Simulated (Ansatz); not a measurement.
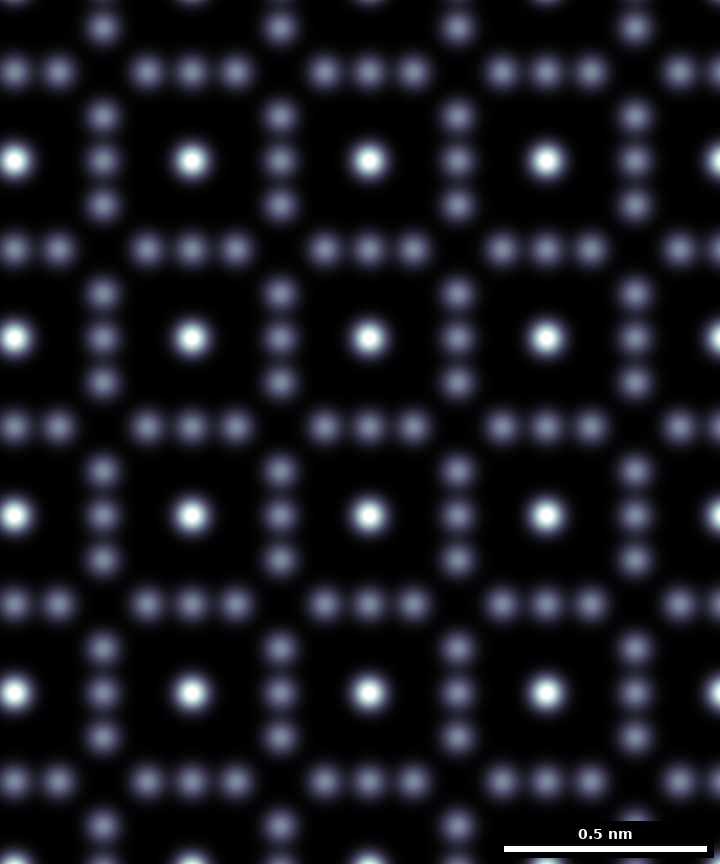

Z-contrast image of a crystal. Simulated incoherent Z contrast: every atom adds Z^1.8 spread by a probe of 0.66 Å full width; channelling and multiple scattering are left out.

> What two-dimensional lattice does the image show, and how large is its cell?

The pattern repeats on a square net with a repeat of 4.4 Å.

> What is the plane group of the image?

p4mm: fourfold points with mirror lines through them along the axes and the diagonals.

> How many columns does the smallest repeating cell hold, and how many levels of brightness?

7 columns in the primitive cell of 19.3 Å², with 2 levels of brightness (about 100, 50 % of the brightest, counted from the darkest point).

The crystal is Ni (Pm-3n, No. 223) seen along [001]. Model: the input geometry of a calculation; the starting structure was generated, so it need not be a known form of this composition.
